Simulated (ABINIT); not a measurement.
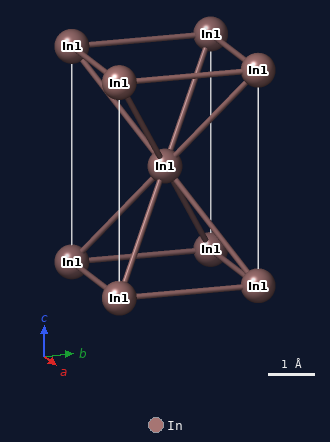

The input geometry (ball-and-stick view of the cell 2 times as large as that of the calculation, set on its symmetry axes, seen slightly off an axis; atoms are numbered from 1 in the order of the input). Near neighbours in the crystal (not all of them lie inside the picture): In has 12 In at 3.25 to 3.38 Å.

## Phonons q calculation of In (part 1 of 2)

The run: phonons q calculation of In (1 atom in the cell). Method and program: Kohn-Sham DFT of a periodic cell, PBEsol, JTH PAW PBE v2.0, no spin polarisation (ABINIT 10.8.3).

The structure derives from an entry of the Crystallography Open Database.

### Input
```
# Datasets
ndtset 3

# Pseudopotentials
pp_dirpath "./"
pseudos "In.GGA_PBE-JTH.xml"

# Structure
acell 3*1.0
rprim
    -3.0716931238     3.0716931238     4.6746155145
     3.0716931238    -3.0716931238     4.6746155145
     3.0716931238     3.0716931238    -4.6746155145
ntypat 1
znucl 49
natom 1
typat 1
xred
            0.0            0.0            0.0

# Plane-wave basis
ecut 16.0
pawecutdg 32.0
pawxcdev 0

# k points
ngkpt 12 12 12
nshiftk 1
shiftk 0.0 0.0 0.0

# Exchange and correlation
ixc -116133

# Bands and occupations
nband 15
occopt 3
tsmear 0.2 eV

# SCF cycle
nstep 80

# Output
prteig 0
prtebands 0
prtwf 0
prtden 0
prtpot 0

# Dataset 1: ground state
kptopt1 1
tolvrs1 1.0e-11
prtwf1 1
tolwfr1 1.0e-14
nbdbuf1 4
nline1 6

# Dataset 2: atomic displacements at q = 0.5 0.5 -0.5
rfphon2 1
rfatpol2 1 1
rfdir2 1 1 1
getwfk2 1
kptopt2 3
nqpt2 1
qpt2 1/2 1/2 -1/2
tolvrs2 1.0e-9

# Dataset 3: atomic displacements at q = 0.0 0.0 0.5
rfphon3 1
rfatpol3 1 1
rfdir3 1 1 1
getwfk3 1
kptopt3 3
nqpt3 1
qpt3 0.0 0.0 1/2
tolvrs3 1.0e-9
```

Launch command:
```bash
abinit run.abi > log 2>&1
```

### Log
```
.Version 10.8.3 of ABINIT
 DATASET    1 : space group I4/m m m (#139); Bravais tI (body-center tetrag.)
================================================================================
 Values of the parameters that define the memory need for DATASET  1.
     intxc =       0    ionmov =       0      iscf =      17    lmnmax =      18
     lnmax =       6     mgfft =      24  mpssoang =       3    mqgrid =    3001
     natom =       1  nloc_mem =       2    nspden =       1   nspinor =       1
    nsppol =       1      nsym =      16    n1xccc =       1    ntypat =       1
    occopt =       3   xclevel =       2
       mpw =         549          nfft =       13824          nkpt =         163
 PAW method is used; the additional fine FFT grid is defined by:
   mgfftf=        36    nfftf =     46656
================================================================================
================================================================================

 DATASET    2 : space group I4/m m m (#139); Bravais tI (body-center tetrag.)
================================================================================
 Values of the parameters that define the memory need for DATASET  2 (RF).
     intxc =       0      iscf =       7    lmnmax =      18     lnmax =       6
     mgfft =      24  mpssoang =       3    mqgrid =    3001     natom =       1
  nloc_mem =       2    nspden =       1   nspinor =       1    nsppol =       1
      nsym =      16    n1xccc =       1    ntypat =       1    occopt =       3
   xclevel =       2
      nfft =       13824          nkpt =        1728
================================================================================
================================================================================

 DATASET    3 : space group I4/m m m (#139); Bravais tI (body-center tetrag.)
================================================================================
 Values of the parameters that define the memory need for DATASET  3 (RF).
     intxc =       0      iscf =       7    lmnmax =      18     lnmax =       6
     mgfft =      24  mpssoang =       3    mqgrid =    3001     natom =       1
  nloc_mem =       2    nspden =       1   nspinor =       1    nsppol =       1
      nsym =      16    n1xccc =       1    ntypat =       1    occopt =       3
   xclevel =       2
      nfft =       13824          nkpt =        1728
================================================================================
================================================================================

--------------------------------------------------------------------------------
------------- Echo of variables that govern the present computation ------------
--------------------------------------------------------------------------------
 -outvars: echo values of preprocessed input variables --------
            acell      1.0000000000E+00  1.0000000000E+00  1.0000000000E+00 Bohr
              amu      1.14820000E+02
             ecut      1.60000000E+01 Hartree
           getwfk1          0
           getwfk2          1
           getwfk3          1
             iscf1         17
             iscf2          7
             iscf3          7
                       outvar_i_n : Printing only first  50 k-points.
              ixc     -116133
           jdtset        1    2    3
                       outvar_i_n : Printing only first  50 k-points.
           kptopt1          1
           kptopt2          3
           kptopt3          3
         kptrlatt       12    0    0      0   12    0      0    0   12
          kptrlen      7.37206350E+01
            natom           1
            nband1         15
            nband2         15
            nband3         15
           nbdbuf1          4
           nbdbuf2          2
           nbdbuf3          2
           ndtset           3
            ngfft          24      24      24
          ngfftdg          36      36      36
             nkpt1        163
             nkpt2       1728
             nkpt3       1728
            nline1          6
            nline2          4
            nline3          4
             nqpt1          0
             nqpt2          1
             nqpt3          1
            nstep          80
             nsym          16
           ntypat           1
                       prtocc : prtvol=0, do not print more k-points.
                       prtocc : prtvol=0, do not print more k-points.
                       prtocc : prtvol=0, do not print more k-points.
           occopt           3
        optdriver1          0
        optdriver2          1
        optdriver3          1
        pawecutdg      3.20000000E+01 Hartree
         pawxcdev           0
           prtden           0
        prtebands           0
           prteig           0
            prtwf1          1
            prtwf2          0
            prtwf3          0
              qpt1     0.00000000E+00  0.00000000E+00  0.00000000E+00
              qpt2     5.00000000E-01  5.00000000E-01 -5.00000000E-01
              qpt3     0.00000000E+00  0.00000000E+00  5.00000000E-01
           rfphon1          0
           rfphon2          1
           rfphon3          1
            rprim     -3.0716931238E+00  3.0716931238E+00  4.6746155145E+00
                       3.0716931238E+00 -3.0716931238E+00  4.6746155145E+00
                       3.0716931238E+00  3.0716931238E+00 -4.6746155145E+00
          spgroup         139
           tolvrs1     1.00000000E-11
           tolvrs2     1.00000000E-09
           tolvrs3     1.00000000E-09
           tolwfr1     1.00000000E-14
           tolwfr2     0.00000000E+00
           tolwfr3     0.00000000E+00
           tsmear      7.34986444E-03 Hartree
            typat      1
           useylm           1
                       outvars : Printing only first  50 k-points.
            znucl       49.00000

================================================================================

 chkinp: Checking input parameters for consistency, jdtset=   1.

 chkinp: Checking input parameters for consistency, jdtset=   2.

 chkinp: Checking input parameters for consistency, jdtset=   3.

================================================================================
== DATASET  1 ==================================================================

--- !DatasetInfo
iteration_state: {dtset: 1, }
dimensions: {natom: 1, nkpt: 163, mband: 15, nsppol: 1, nspinor: 1, nspden: 1, mpw: 549, }
cutoff_energies: {ecut:  16.0, pawecutdg:  32.0, }
electrons: {nelect:   1.30000000E+01, charge:   0.00000000E+00, occopt:   3.00000000E+00, tsmear:   7.34986444E-03, }
meta: {optdriver: 0, ionmov: 0, optcell: 0, iscf: 17, paral_kgb: 0, }
...

 Real(R)+Recip(G) space primitive vectors, cartesian coordinates (Bohr,Bohr^-1):
 R(1)= -3.0716931  3.0716931  4.6746155  G(1)=  0.0000000  0.1627767  0.1069607
 R(2)=  3.0716931 -3.0716931  4.6746155  G(2)=  0.1627767  0.0000000  0.1069607
 R(3)=  3.0716931  3.0716931 -4.6746155  G(3)=  0.1627767  0.1627767  0.0000000
 Unit cell volume ucvol=  1.7642557E+02 bohr^3
 Angles (23,13,12)=  1.22452932E+02  1.22452932E+02  8.58014374E+01 degrees

 Coarse grid specifications (used for wave-functions):

 getcut: wavevector=  0.0000  0.0000  0.0000  ngfft=  24  24  24
         ecut(hartree)=     16.000   => boxcut(ratio)=   2.09268

 Fine grid specifications (used for densities):

 getcut: wavevector=  0.0000  0.0000  0.0000  ngfft=  36  36  36
         ecut(hartree)=     32.000   => boxcut(ratio)=   2.21696

 getcut : COMMENT -
  Note that boxcut > 2.2 ; recall that boxcut=Gcut(box)/Gcut(sphere) = 2
  is sufficient for exact treatment of convolution.
  Such a large boxcut is a waste : you could raise ecut
  e.g. ecut=   39.319287 Hartrees makes boxcut=2

--- Pseudopotential description ------------------------------------------------
- pspini: atom type   1  psp file is ./In.GGA_PBE-JTH.xml
 Pseudopotential format is: paw10
 basis_size (lnmax)=  6 (lmn_size= 18), orbitals=   0   0   1   1   2   2
 Spheres core radius: rc_sph= 2.50644782
 Shapefunction is BESSEL type: shapef(r,l)=aa(1,l)*jl(q(1,l)*r)+aa(2,l)*jl(q(2,l)*r)
 Radius for shape functions =  1.40569481
 Compensation charge density is not taken into account in XC energy/potential

   3.33414307E+02                                ecore*ucvol(ha*bohr**3)
--------------------------------------------------------------------------------

================================================================================

--- !BeginCycle
iteration_state: {dtset: 1, }
solver: {iscf: 17, nstep: 80, nline: 6, wfoptalg: 10, }
tolerances: {tolwfr: 1.00E-14, tolvrs: 1.00E-11, }
...

     iter   Etot(hartree)      deltaE(h)  residm     nres2
 ETOT  1  -57.988433996585    -5.799E+01 7.824E-01 1.010E+00
 ETOT  2  -58.038375151433    -4.994E-02 5.491E-05 3.169E-01
 ETOT  3  -58.038309749952     6.540E-05 5.750E-06 7.072E-02
 ETOT  4  -58.038294050936     1.570E-05 3.580E-06 8.484E-04
 ETOT  5  -58.038293325587     7.253E-07 2.204E-07 2.232E-05
 ETOT  6  -58.038293341891    -1.630E-08 1.305E-09 3.248E-07
 ETOT  7  -58.038293342435    -5.434E-10 1.706E-11 1.603E-08
 ETOT  8  -58.038293342426     8.477E-12 7.672E-12 1.566E-09
 ETOT  9  -58.038293342426    -2.558E-13 2.384E-13 2.571E-11
 ETOT 10  -58.038293342426    -4.263E-14 9.995E-15 2.984E-12

 At SCF step   10  max residual=  1.00E-14 < tolwfr=  1.00E-14 AND nres2   =  2.98E-12 < tolvrs=  1.00E-11 =>converged.

 Cartesian components of stress tensor (hartree/bohr^3)
  sigma(1 1)=  5.39388207E-05  sigma(3 2)=  0.00000000E+00
  sigma(2 2)=  5.39388207E-05  sigma(3 1)=  0.00000000E+00
  sigma(3 3)=  5.47830253E-05  sigma(2 1)=  0.00000000E+00

--- !ResultsGS
iteration_state: {dtset: 1, }
comment   : Summary of ground state results
lattice_vectors:
- [ -3.0716931,   3.0716931,   4.6746155, ]
- [  3.0716931,  -3.0716931,   4.6746155, ]
- [  3.0716931,   3.0716931,  -4.6746155, ]
lattice_lengths: [   6.38143,    6.38143,    6.38143, ]
lattice_angles: [122.453, 122.453,  85.801, ] # degrees, (23, 13, 12)
lattice_volume:   1.7642557E+02
convergence: {deltae: -4.263E-14, res2:  2.984E-12, residm:  9.995E-15, diffor: null, }
etotal    :  -5.80382933E+01
entropy   :   0.00000000E+00
fermie    :   2.08992248E-01
cartesian_stress_tensor: # hartree/bohr^3
- [  5.39388207E-05,   0.00000000E+00,   0.00000000E+00, ]
- [  0.00000000E+00,   5.39388207E-05,   0.00000000E+00, ]
- [  0.00000000E+00,   0.00000000E+00,   5.47830253E-05, ]
pressure_GPa:  -1.5952E+00
xred      :
- [  0.0000E+00,   0.0000E+00,   0.0000E+00, In]
cartesian_forces: # hartree/bohr
- [ -0.00000000E+00,  -0.00000000E+00,  -0.00000000E+00, ]
force_length_stats: {min:   0.00000000E+00, max:   0.00000000E+00, mean:   0.00000000E+00, }
...

 Integrated electronic density in atomic spheres:
 ------------------------------------------------
 Atom  Sphere_radius  Integrated_density
    1        2.50645         11.12439363

================================================================================

 ----iterations are completed or convergence reached----

 Mean square residual over all n,k,spin=   54.074E-16; max=  99.952E-16
 reduced coordinates (array xred) for    1 atoms
       0.000000000000      0.000000000000      0.000000000000
 rms dE/dt=  0.0000E+00; max dE/dt=  0.0000E+00; dE/dt below (all hartree)
    1       0.000000000000      0.000000000000      0.000000000000

 cartesian coordinates (angstrom) at end:
    1      0.00000000000000     0.00000000000000     0.00000000000000

 cartesian forces (hartree/bohr) at end:
    1     -0.00000000000000    -0.00000000000000    -0.00000000000000
 frms,max,avg= 0.0000000E+00 0.0000000E+00   0.000E+00  0.000E+00  0.000E+00 h/b

 cartesian forces (eV/Angstrom) at end:
    1     -0.00000000000000    -0.00000000000000    -0.00000000000000
 frms,max,avg= 0.0000000E+00 0.0000000E+00   0.000E+00  0.000E+00  0.000E+00 e/A
 length scales=  1.000000000000  1.000000000000  1.000000000000 bohr
              =  0.529177210544  0.529177210544  0.529177210544 angstroms
 Fermi (or HOMO) energy (hartree) =   0.20899   Average Vxc (hartree)=  -0.38219
 Eigenvalues (hartree) for nkpt= 163  k points:
 kpt#   1, nband= 15, wtk=  0.00058, kpt=  0.0000  0.0000  0.0000 (reduced coord)
  -0.32690   -0.32287   -0.32287   -0.31986   -0.31603   -0.14215    0.59610    0.59610
   0.60230    0.63814    0.72326    0.72768    0.72768    0.77511    0.79793
      occupation numbers for kpt#   1
   2.00000    2.00000    2.00000    2.00000    2.00000    2.00000    0.00000    0.00000
   0.00000    0.00000    0.00000    0.00000    0.00000    0.00000    0.00000
 prteigrs : prtvol=0 or 1, do not print more k-points.
```
